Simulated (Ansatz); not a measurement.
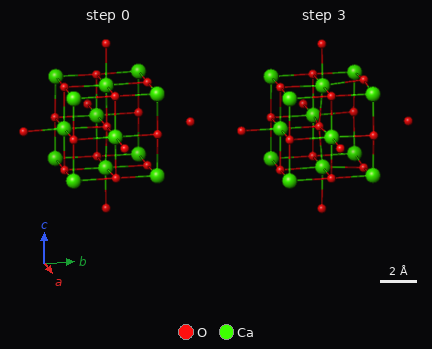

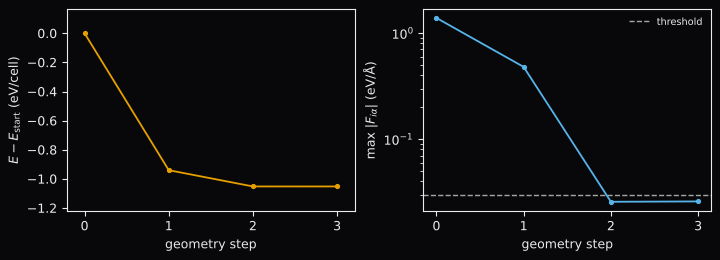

First and last geometry of a relaxation of a defect cell of composition O$_{32}$Ca$_{31}$ (cell charge +1), with the history of the run. The picture is a ball-and-stick view of the atoms within 5.0 Å of the atom that moves most (axes of the cell of the calculation (origin shifted)), seen slightly off an axis.

All numbers below come from Ansatz 0.2.0, DFT, PBEsol, PAW, plane waves. (plane-wave cutoff 420 eV; k-point mesh 1 × 1 × 1; mesh shifted by (0.25, 0.25, 0.25); collinear spin; atoms relaxed in a fixed cell; force threshold 0.03 eV/Å; at most 80 steps)

Question: Read the history and describe the run.

Answer: It converged. The largest move is that of an O atom, 0.22 Å roughly along −b. By element the largest moves are O 0.22 Å, Ca 0.07 Å. The cell doesn't change. Among the contacts that change: Ca–O 2.464 → 2.222 Å, Ca–O 2.309 → 2.222 Å, Ca–O 2.444 → 2.366 Å, Ca–Ca 3.406 → 3.330 Å. Bond angles that change, for instance: O–Ca–O 88.0° → 99.3°, O–Ca–O 88.5° → 99.2°, O–Ca–O 89.6° → 99.4°. The energy falls by 1.052 eV per cell of the calculation in 3 geometry steps. The largest force component goes from 1.4 to 0.026 eV/Å. The run took 3.6 s on 1 × NVIDIA GB200 with 8 threads of Arm Neoverse-V2, peak memory 1.8 GiB.

| step | E − E(0), meV/atom | largest force component, eV/Å |
| --- | --- | --- |
| 0 | 0.00 | 1.3869 |
| 1 | -14.93 | 0.4793 |
| 2 | -16.70 | 0.0257 |
| 3 | -16.70 | 0.0259 |

Limits of the set-up: the cell is charged, on a uniform background, and energies carry no finite-size correction.
